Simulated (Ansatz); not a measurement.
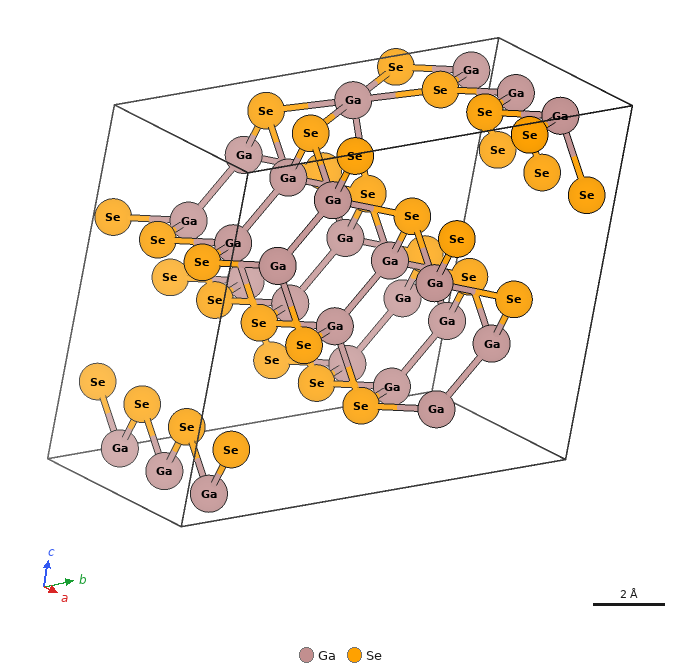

Fig. 1: The input geometry (ball-and-stick view of the cell of the calculation, seen slightly off an axis). An atom can appear more than once, as a periodic image.

**Run report: Ga₂₅Se₂₄, geometry relaxation (part 1 of 5)**

System: Ga₂₅Se₂₄ (defect cell, 49 atoms in the cell).
Method: DFT PBEsol, scalar-relativistic, plane waves, PAW, spin-polarised (Ansatz 0.2.0).

The structure derives from a Materials Project entry. It belongs to a series of runs on one base structure; here: Ga interstitial, charge +0, atoms relaxed at the host's cell.

**What the program printed**
```
Engine: ansatz 0.2.0, x86_64-unknown-linux-gnu
Pseudopotentials: kind: paw
Pseudopotential: Ga, paw, valence charge 13, recommended cutoff 420 eV (normal), Ga.paw.azcp
Pseudopotential: Se, paw, valence charge 16, recommended cutoff 420 eV (normal), Se.paw.azcp
Functional definition: PBEsol
  exchange = pbesol_x
  correlation = pbesol_c
Crystal: 49 atoms, lattice volume = 1191.784 Å³
Basis set: ecut = 420 eV, 23309 PW (Γ), exchange–correlation on 160×160×180 points (8 copies of the dense FFT grid, shifted against one another)
Bands: 426, of which v1, the nominal top of the filled ones, is band 355 counted from 1 (354 counted from 0)
Symmetry: 2 space group operations
Space group: Cm (ITA 8), of the structure as read, at distance tolerance 1.1e-4 Å
Magnetic group: BNS 8.32 (UNI 39), of the structure as read, at distance tolerance 1.1e-4 Å
k-points: 6 of 8
Non-local potential: Ga, projectors of the file, l = 0: 2, l = 1: 2, l = 2: 3, l = 3: 1
Non-local potential: Se, projectors of the file, l = 0: 2, l = 1: 2, l = 2: 3, l = 3: 1
PAW form: soft (Blöchl's): semilocal exchange-correlation on the pseudo side does not see the compensation charge
PAW frozen core: Ga, regenerated for the run's functional, and the local potential with it (the file was generated under x = pbe(κ = 0.804, μ = 0.2195149727645171), c = pbe(β = 0.06672455060314922))
PAW frozen core: Se, regenerated for the run's functional, and the local potential with it (the file was generated under x = pbe(κ = 0.804, μ = 0.2195149727645171), c = pbe(β = 0.06672455060314922))
PAW one-centre angular grid: Ga, 590 points (default); XC on 64 Gauss nodes
PAW one-centre angular grid: Se, 590 points (default); XC on 64 Gauss nodes
Initial density: superposition of atomic densities (chi_scale 0.1, normalization cell, long waves kept (reshape's long-wave potential 0.39 eV rms))
Starting moments: Σ|m| = 1 μB on 8 of 49 sites
Initial wavefunctions: pseudopotential atomic-orbital guess
Functional: x = pbesol(κ = 0.804, μ = 0.12345679012345678), c = pbesol(β = 0.046)
SCF iter   1: F=—  HF=-223796.833775 eV  |F-HF|=—  |Δ(HF+E_count)|=         —  Δρ=2.34e-2 (↑2.27e-2 ↓2.34e-2)  dr2=4.92e1  dr2_m=1.95e-1  M=0.045 μB ∫|m|=0.092 μB  β_m=0.30  ethr=3.10e-3  ⟨swp⟩=6.0  Hψ=18276  notcnv=0
preconditioner: auto → Resta (q_TF=auto, 2.502 Å⁻¹)  ε∞=3.3  [insulator: Δε(μ)=0.012 eV  Ē_g=15.336 eV  σ=0.010 eV  W_gap=0.61  n_scr=306 (ndim 8)  ℏωp=23.3 eV  f_vac=0.058  D(μ)=10.84/eV (n_scr^D=46)  ε∞_Penn≈3.3]
spin=Collinear: Resta preconditioning applied to the charge; magnetization (m = ρ↑ − ρ↓) channel mixes plain (no charge-response kernel on spin).
SCF iter   2: F=—  HF=-223789.141027 eV  |F-HF|=—  |Δ(HF+E_count)|=    7.69e0  Δρ=1.49e-2 (↑1.45e-2 ↓1.49e-2)  dr2=1.21e1  dr2_m=9.64e-2  M=0.000 μB ∫|m|=0.067 μB  β_m=0.30  ethr=3.10e-3  ⟨swp⟩=2.0  Hψ=6062  notcnv=0  defer=794
SCF iter   3: F=—  HF=-223786.303548 eV  |F-HF|=—  |Δ(HF+E_count)|=    2.84e0  Δρ=7.02e-3 (↑6.85e-3 ↓7.02e-3)  dr2=1.58e0  dr2_m=4.76e-2  M=0.000 μB ∫|m|=0.050 μB  β_m=0.30  ethr=1.70e-3  ⟨swp⟩=3.3  Hψ=5300  notcnv=0  defer=794
SCF iter   4: F=—  HF=-223785.838707 eV  |F-HF|=—  |Δ(HF+E_count)|=   4.65e-1  Δρ=2.11e-3 (↑2.11e-3 ↓1.94e-3)  dr2=1.70e-1  dr2_m=2.35e-2  M=0.000 μB ∫|m|=0.038 μB  β_m=0.30  ethr=2.23e-4  ⟨swp⟩=2.8  Hψ=8586  notcnv=0  defer=786
SCF iter   5: F=—  HF=-223785.822754 eV  |F-HF|=—  |Δ(HF+E_count)|=   1.60e-2  Δρ=1.50e-3 (↑1.50e-3 ↓1.41e-3)  dr2=3.46e-2  dr2_m=1.16e-2  M=0.000 μB ∫|m|=0.028 μB  β_m=0.30  ethr=2.40e-5  ⟨swp⟩=4.4  Hψ=8640  notcnv=0  defer=786
SCF iter   6: F=—  HF=-223785.834173 eV  |F-HF|=—  |Δ(HF+E_count)|=   1.14e-2  Δρ=8.82e-4 (↑8.82e-4 ↓8.46e-4)  dr2=8.30e-3  dr2_m=5.75e-3  M=0.000 μB ∫|m|=0.022 μB  β_m=0.30  ethr=4.88e-6  ⟨swp⟩=2.5  Hψ=8311  notcnv=0  defer=786
SCF iter   7: F=—  HF=-223785.835905 eV  |F-HF|=—  |Δ(HF+E_count)|=   1.73e-3  Δρ=5.26e-4 (↑5.26e-4 ↓5.25e-4)  dr2=7.78e-4  dr2_m=2.84e-3  M=0.000 μB ∫|m|=0.016 μB  β_m=0.30  ethr=1.17e-6  ⟨swp⟩=2.0  Hψ=7931  notcnv=0  defer=786
Mixer restart at iter 7: flushing history
spin-set hold released at iteration 7 (site moments contracting): the magnetisation degrees of freedom join the quasi-Newton model from the next iteration; the mixer history was flushed
SCF iter   8: F=—  HF=-223785.836381 eV  |F-HF|=—  |Δ(HF+E_count)|=   4.76e-4  Δρ=3.73e-4 (↑3.69e-4 ↓3.73e-4)  dr2=4.18e-4  dr2_m=1.41e-3  M=0.000 μB ∫|m|=0.013 μB  β_m=0.65  ethr=1.10e-7  ⟨swp⟩=2.1  Hψ=5400  notcnv=0  defer=786
SCF iter   9: F=—  HF=-223785.837285 eV  |F-HF|=—  |Δ(HF+E_count)|=   9.05e-4  Δρ=3.63e-5 (↑3.49e-5 ↓3.63e-5)  dr2=5.55e-5  dr2_m=7.37e-7  M=0.000 μB ∫|m|=0.002 μB  β_m=0.62  ethr=5.90e-8  ⟨swp⟩=2.0  Hψ=7860  notcnv=0  defer=786
SCF iter  10: F=—  HF=-223785.837314 eV  |F-HF|=—  |Δ(HF+E_count)|=   2.90e-5  Δρ=1.47e-5 (↑1.41e-5 ↓1.47e-5)  dr2=1.62e-5  dr2_m=2.62e-7  M=0.000 μB ∫|m|=0.001 μB  β_m=0.76  ethr=2.20e-9  ⟨swp⟩=15.8  Hψ=53944  notcnv=0
SCF iter  11: F=-223785.837344 eV  HF=-223785.837342 eV  |F-HF|=1.68e-6  |Δ(HF+E_count)|=   2.77e-5  Δρ=8.00e-6 (↑8.00e-6 ↓7.65e-6)  dr2=7.41e-6  dr2_m=1.98e-8  M=0.000 μB ∫|m|=0.000 μB  ethr=2.20e-9  ⟨swp⟩=10.5  Hψ=41492  notcnv=0
WARN: the starting moments were not kept: the SCF closed with an absolute magnetisation of 3.2e-4 μB, where they sum to 1 μB in size (8 sites). That is at most 0.1 of that sum. Measured as dr2_m measures the in/out step, that magnetisation stands 1.1e-9 eV from none, at or under the dr2_threshold of 1.6e-5 eV: it is no larger than a step whose dr2_m would equal this threshold. The system may hold no moment; this SCF shows only that its start led to no more than that. To try another start: raise the starting moments (crystal.atoms[].spin, magnetization.per_species, magnetization.initial_magnetization, or on a non-collinear deck that types none of these the spinor_matrix: blocks that start its atoms; where the total moment is fixed, keep their sum and leave initial_magnetization as it is; typed ones take the place of any that the run laid by itself, positive ones on a crystal's lanthanoids without a Hubbard term where scf.initial_density.shell_occupations: [] is typed) or, if the notice of its spin-set hold's release reads "site moments contracting" or "site moments show no strong build", lengthen the hold (scf.mixing.spin_hold: { on: { confirm: 4 } }; for m-r²SCAN on two components see the key's manual first). Each may lead to a state that holds a moment. A second SCF, from the converged charge density, with the starting moments and any scf.initial_density.shell_occupations laid on it anew, would have followed, and was not run: the deck does not ask for one (magnetization.retry_lost_moments is false, the default). To let it run, set magnetization.retry_lost_moments: true and run the deck again, where that key's refused combinations let it; where memory then withholds it, that run's warning says so.
SCF 1 converged in 11 iterations: F = -223785.837344 eV  dr2 = 7.41e-6
  greatest PAW one-centre occupation: 1.000 electrons in one spin orbital (limit 2), on the Se atom at site 41 (counted from 0), in its partial waves of l = 2
relax step   1: F+E_penalty+E_count = -223785.83734386 eV  Δ(F+E_penalty+E_count) = +0.000e0 eV  max|allowed force component| = 8.596e-1 eV/Å  Δτ_max = 0.0000 Å  (11 SCF iters, dr2 threshold 1.56e-5 eV, accepted)
Initial density: handed on by an earlier stage of this run
Starting moments: Σ|m| = 1 μB on 8 of 49 sites; this step starts from the density that it was given
Initial wavefunctions: those handed on with the density
iter 1 solved again at ethr=4.70e-5 eV; its pass at ethr=3.10e-3 eV (dr2=3.33e-1 eV) is discarded
SCF iter   1: F=—  HF=-223786.136455 eV  |F-HF|=—  |Δ(HF+E_count)|=         —  Δρ=5.33e-3 (↑4.65e-3 ↓5.33e-3)  dr2=3.35e-1  dr2_m=1.71e-2  M=0.000 μB ∫|m|=0.026 μB  β_m=0.30  ethr=4.70e-5  ⟨swp⟩=1.0  Hψ=14702  notcnv=0  defer=770
preconditioner: auto → Resta (q_TF=auto, 2.502 Å⁻¹)  ε∞=3.6  [insulator: Δε(μ)=0.122 eV  Ē_g=14.542 eV  σ=0.010 eV  W_gap=1.00  n_scr=306 (ndim 8)  ℏωp=23.3 eV  f_vac=0.095  D(μ)=0.00/eV (n_scr^D=0)  ε∞_Penn≈3.6]
spin=Collinear: Resta preconditioning applied to the charge; magnetization (m = ρ↑ − ρ↓) channel mixes plain (no charge-response kernel on spin).
SCF iter   2: F=—  HF=-223786.090456 eV  |F-HF|=—  |Δ(HF+E_count)|=   4.60e-2  Δρ=3.71e-3 (↑3.23e-3 ↓3.71e-3)  dr2=1.55e-1  dr2_m=8.55e-3  M=0.000 μB ∫|m|=0.020 μB  β_m=0.62  ethr=4.70e-5  ⟨swp⟩=2.3  Hψ=4434  notcnv=0  defer=770
SCF iter   3: F=—  HF=-223786.066340 eV  |F-HF|=—  |Δ(HF+E_count)|=   2.41e-2  Δρ=3.24e-4 (↑3.11e-4 ↓3.24e-4)  dr2=3.83e-3  dr2_m=5.17e-5  M=0.000 μB ∫|m|=0.004 μB  β_m=0.66  ethr=2.19e-5  ⟨swp⟩=3.6  Hψ=7335  notcnv=0  defer=770
SCF iter   4: F=—  HF=-223786.066552 eV  |F-HF|=—  |Δ(HF+E_count)|=   2.13e-4  Δρ=1.44e-4 (↑1.44e-4 ↓1.42e-4)  dr2=9.09e-4  dr2_m=2.58e-6  M=0.000 μB ∫|m|=0.002 μB  β_m=0.66  ethr=5.40e-7  ⟨swp⟩=2.0  Hψ=8177  notcnv=0  defer=770
SCF iter   5: F=—  HF=-223786.066329 eV  |F-HF|=—  |Δ(HF+E_count)|=   2.24e-4  Δρ=3.30e-5 (↑3.30e-5 ↓3.30e-5)  dr2=7.25e-5  dr2_m=7.44e-8  M=0.000 μB ∫|m|=0.000 μB  β_m=0.75  ethr=1.28e-7  ⟨swp⟩=2.0  Hψ=7156  notcnv=0  defer=770
SCF iter   6: F=-223786.066346 eV  HF=-223786.066344 eV  |F-HF|=2.36e-6  |Δ(HF+E_count)|=   1.54e-5  Δρ=1.25e-5 (↑1.23e-5 ↓1.25e-5)  dr2=1.36e-5  dr2_m=2.10e-8  M=0.000 μB ∫|m|=0.000 μB  ethr=6.51e-9  ⟨swp⟩=15.5  Hψ=48408  notcnv=0
the starting moments were not kept: the SCF closed with an absolute magnetisation of 1.0e-4 μB, where they sum to 1 μB in size (8 sites). That is at most 0.1 of that sum. Measured as dr2_m measures the in/out step, that magnetisation stands 1.8e-10 eV from none, at or under the dr2_threshold of 4.6e-5 eV: it is no larger than a step whose dr2_m would equal this threshold.
SCF 2 converged in 6 iterations: F = -223786.066346 eV  dr2 = 1.36e-5
[... from here on the iterations of each SCF are left out, up to the last one ...]
relax step   2: F+E_penalty+E_count = -223786.06634645 eV  Δ(F+E_penalty+E_count) = -2.290e-1 eV  max|allowed force component| = 1.699e-1 eV/Å  Δτ_max = 0.1437 Å  (6 SCF iters, dr2 threshold 4.62e-5 eV, accepted)
preconditioner: auto → Resta (q_TF=auto, 2.502 Å⁻¹)  ε∞=3.6  [insulator: Δε(μ)=0.136 eV  Ē_g=14.538 eV  σ=0.010 eV  W_gap=1.00  n_scr=306 (ndim 8)  ℏωp=23.3 eV  f_vac=0.096  D(μ)=0.00/eV (n_scr^D=0)  ε∞_Penn≈3.6]
spin=Collinear: Resta preconditioning applied to the charge; magnetization (m = ρ↑ − ρ↓) channel mixes plain (no charge-response kernel on spin).
the starting moments were not kept: the SCF closed with an absolute magnetisation of 2.2e-5 μB, where they sum to 1 μB in size (8 sites). That is at most 0.1 of that sum. Measured as dr2_m measures the in/out step, that magnetisation stands 7.4e-12 eV from none, at or under the dr2_threshold of 1.8e-6 eV: it is no larger than a step whose dr2_m would equal this threshold.
SCF 3 converged in 6 iterations: F = -223786.094829 eV  dr2 = 1.15e-6
relax step   3: F+E_penalty+E_count = -223786.09482929 eV  Δ(F+E_penalty+E_count) = -2.848e-2 eV  max|allowed force component| = 5.656e-2 eV/Å  Δτ_max = 0.0365 Å  (6 SCF iters, dr2 threshold 1.80e-6 eV, accepted)
preconditioner: auto → Resta (q_TF=auto, 2.502 Å⁻¹)  ε∞=3.6  [insulator: Δε(μ)=0.136 eV  Ē_g=14.534 eV  σ=0.010 eV  W_gap=1.00  n_scr=306 (ndim 8)  ℏωp=23.3 eV  f_vac=0.097  D(μ)=0.00/eV (n_scr^D=0)  ε∞_Penn≈3.6]
spin=Collinear: Resta preconditioning applied to the charge; magnetization (m = ρ↑ − ρ↓) channel mixes plain (no charge-response kernel on spin).
the starting moments were not kept: the SCF closed with an absolute magnetisation of 7.6e-6 μB, where they sum to 1 μB in size (8 sites). That is at most 0.1 of that sum. Measured as dr2_m measures the in/out step, that magnetisation stands 1.4e-12 eV from none, at or under the dr2_threshold of 1.0e-7 eV: it is no larger than a step whose dr2_m would equal this threshold.
SCF 4 converged in 7 iterations: F = -223786.097492 eV  dr2 = 5.74e-8
relax step   4: F+E_penalty+E_count = -223786.09749175 eV  Δ(F+E_penalty+E_count) = -2.662e-3 eV  max|allowed force component| = 2.595e-2 eV/Å  Δτ_max = 0.0227 Å  (7 SCF iters, accepted)
SCF iter   1: F=—  HF=-223786.098292 eV  |F-HF|=—  |Δ(HF+E_count)|=         —  Δρ=2.85e-4 (↑2.20e-4 ↓2.85e-4)  dr2=1.11e-3  dr2_m=8.67e-5  M=0.000 μB ∫|m|=0.001 μB  β_m=0.30  ethr=1.47e-6  ⟨swp⟩=3.0  Hψ=7514  notcnv=0  defer=776
preconditioner: auto → Resta (q_TF=auto, 2.502 Å⁻¹)  ε∞=3.6  [insulator: Δε(μ)=0.137 eV  Ē_g=14.531 eV  σ=0.010 eV  W_gap=1.00  n_scr=306 (ndim 8)  ℏωp=23.3 eV  f_vac=0.096  D(μ)=0.00/eV (n_scr^D=0)  ε∞_Penn≈3.6]
spin=Collinear: Resta preconditioning applied to the charge; magnetization (m = ρ↑ − ρ↓) channel mixes plain (no charge-response kernel on spin).
SCF iter   2: F=—  HF=-223786.098137 eV  |F-HF|=—  |Δ(HF+E_count)|=   1.55e-4  Δρ=1.97e-4 (↑1.52e-4 ↓1.97e-4)  dr2=4.88e-4  dr2_m=4.31e-5  M=0.000 μB ∫|m|=0.001 μB  β_m=0.60  ethr=1.57e-7  ⟨swp⟩=2.0  Hψ=5930  notcnv=0  defer=776
SCF iter   3: F=—  HF=-223786.098046 eV  |F-HF|=—  |Δ(HF+E_count)|=   9.08e-5  Δρ=1.81e-5 (↑1.66e-5 ↓1.81e-5)  dr2=1.05e-5  dr2_m=3.53e-7  M=0.000 μB ∫|m|=0.000 μB  β_m=0.77  ethr=6.89e-8  ⟨swp⟩=2.0  Hψ=7150  notcnv=0  defer=776
SCF iter   4: F=—  HF=-223786.098080 eV  |F-HF|=—  |Δ(HF+E_count)|=   3.41e-5  Δρ=5.25e-6 (↑5.25e-6 ↓5.17e-6)  dr2=1.82e-6  dr2_m=3.36e-9  M=0.000 μB ∫|m|=0.000 μB  β_m=0.72  ethr=1.48e-9  ⟨swp⟩=2.0  Hψ=8590  notcnv=0  defer=776
SCF iter   5: F=—  HF=-223786.098080 eV  |F-HF|=—  |Δ(HF+E_count)|=   7.12e-7  Δρ=2.07e-6 (↑1.98e-6 ↓2.07e-6)  dr2=2.32e-7  dr2_m=7.81e-10  M=0.000 μB ∫|m|=0.000 μB  β_m=0.71  ethr=2.56e-10  ⟨swp⟩=2.0  Hψ=8590  notcnv=0  defer=776
SCF iter   6: F=-223786.098080 eV  HF=-223786.098080 eV  |F-HF|=8.24e-9  |Δ(HF+E_count)|=   2.57e-8  Δρ=8.40e-7 (↑7.87e-7 ↓8.40e-7)  dr2=4.14e-8  dr2_m=2.48e-10  M=0.000 μB ∫|m|=0.000 μB  ethr=1.41e-11  ⟨swp⟩=12.0  Hψ=32891  notcnv=0
the starting moments were not kept: the SCF closed with an absolute magnetisation of 8.7e-6 μB, where they sum to 1 μB in size (8 sites). That is at most 0.1 of that sum. Measured as dr2_m measures the in/out step, that magnetisation stands 3.1e-12 eV from none, at or under the dr2_threshold of 1.0e-7 eV: it is no larger than a step whose dr2_m would equal this threshold.
SCF 5 converged in 6 iterations: F = -223786.098080 eV  dr2 = 4.14e-8
relax step   5: F+E_penalty+E_count = -223786.09807964 eV  Δ(F+E_penalty+E_count) = -5.879e-4 eV  max|allowed force component| = 7.791e-3 eV/Å  Δτ_max = 0.0152 Å  (6 SCF iters, accepted)
```

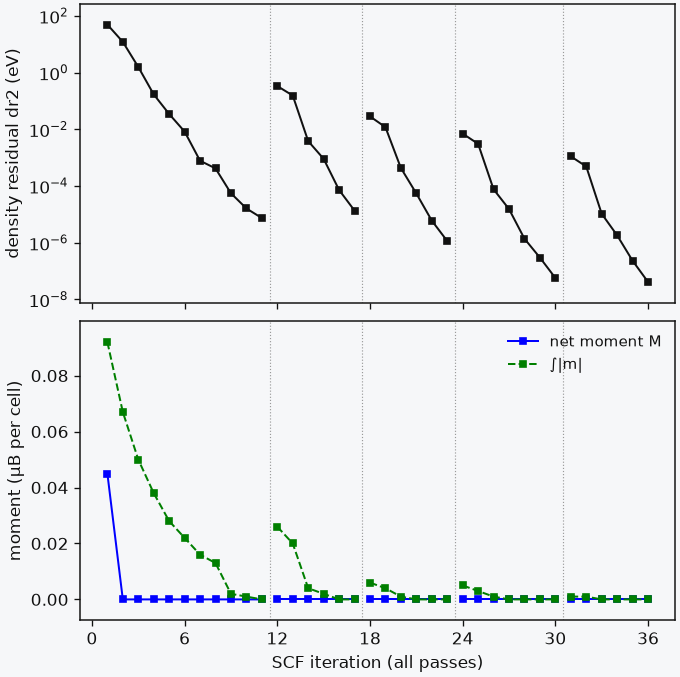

Fig. 2: Convergence of the self-consistent field: density residual dr2 and magnetic moment against the SCF iteration. The dotted lines part the SCF passes of the relaxation: geometry steps, rejected trials and re-solves on a re-selected basis. The 5 passes take 6 to 11 iterations each, 36 in all. The net moment stays at 0.0 μB per cell, and ∫|m| falls to zero.

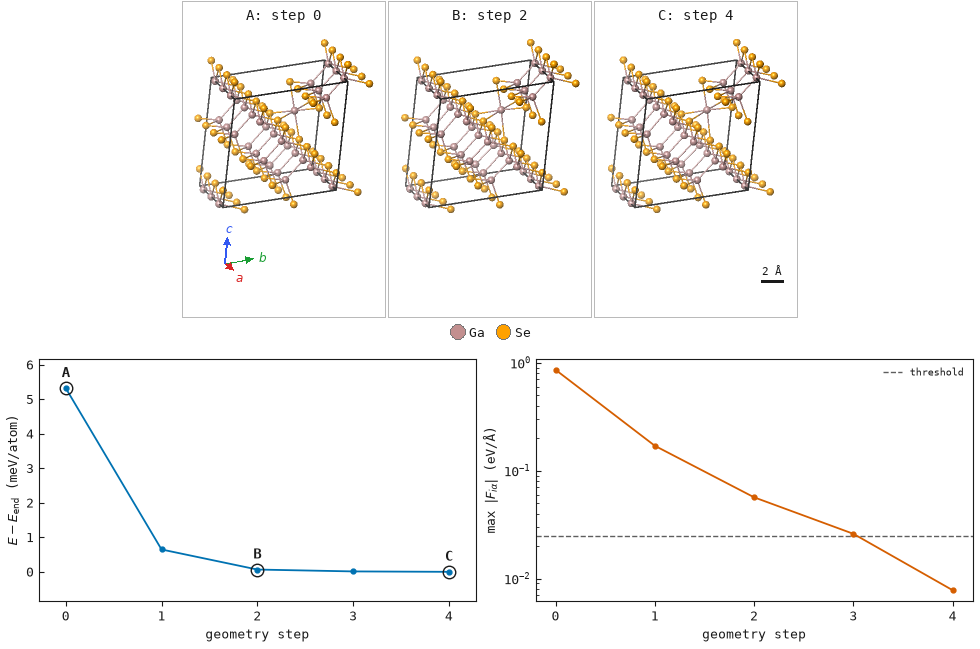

Fig. 3: Frames of the relaxation (ball-and-stick view of the cell of the calculation (origin shifted), with bonded neighbours outside it, seen slightly off an axis) above the curves, on which the letters mark them (the first geometry is step 0 here and step 1 in the log).
